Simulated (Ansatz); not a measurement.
System: Ag, space group Fm-3m (No. 225) (one of a set of cubic test structures, which need not be the stable phase).

One of the inputs:
```
crystal:
  lattice:
    - [0.0, 2.059956695982, 2.059956695982]
    - [2.059956695982, 0.0, 2.059956695982]
    - [2.059956695982, 2.059956695982, 0.0]
  atoms:
    - { symbol: Ag, position: [0, 0, 0] }
kpoints:
  mp_grid: { grid: [14, 14, 14] }
hamiltonian:
  xc: r2scan
  pseudopotentials:
    kind: paw
    azcp:
      Ag: "pseudopotentials/pbe/paw/ansatz_paw_generated_hard_1/Ag.paw.azcp"
scf:
  occupations: { method: fermi_dirac, width: 0.1 }
  convergence: { dr2_threshold: "1e-9 eV" }
  max_iter: 300
output:
  forces: true
  stress: true
basis:
  xc_grid: 2
```

Launched with:
```bash
ansatz run input.yaml --threads 1
```

Computed with Ansatz 0.2.0 development build: equation of state of a cubic crystal from periodic Kohn-Sham density functional theory without spin, third-order Birch-Murnaghan fit to the free energies; pressure corrected for the finite basis. Level: r2SCAN.

| setting | value |
| --- | --- |
| structure type | fcc |
| atoms in cell | 1 |
| space group number | 225 |
| lattice centring | face-centred primitive |
| k mesh | 14×14×14 |
| occupation method | Fermi–Dirac |
| occupation width | 0.1 eV |
| wave cutoff | 700 eV |
| datasets | hard PAW |
| density tolerance | 1e−09 eV |
| bands | 14 |
| density cutoff ratio | 4 |
| search for lower states | default |
| xc grid level | 2 |

What does the calculation give for the energy above the lowest point against volume? The volume takes the values 16.41, 16.95, 17.48, 18.02, 18.55 Å³/atom.

A third-order Birch–Murnaghan fit gives V0 = 17.30 Å³/atom, B0 = 103 GPa and B′ = 5.7. The energy above the lowest point is 15.9 meV/atom at volume 16.41 Å³/atom and 24.1 meV/atom at 18.55 Å³/atom; the lowest computed point is at volume 17.48 Å³/atom (0.0 meV/atom).

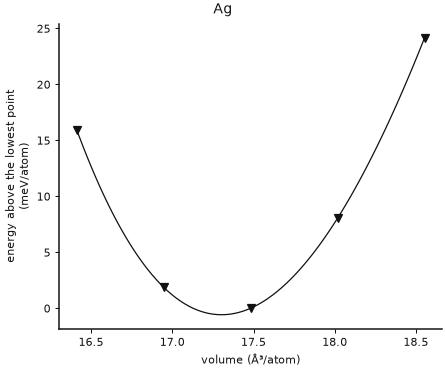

Caveats: modest k-mesh, values are not fully converged in k; pseudopotentials made with PBE, not this functional.
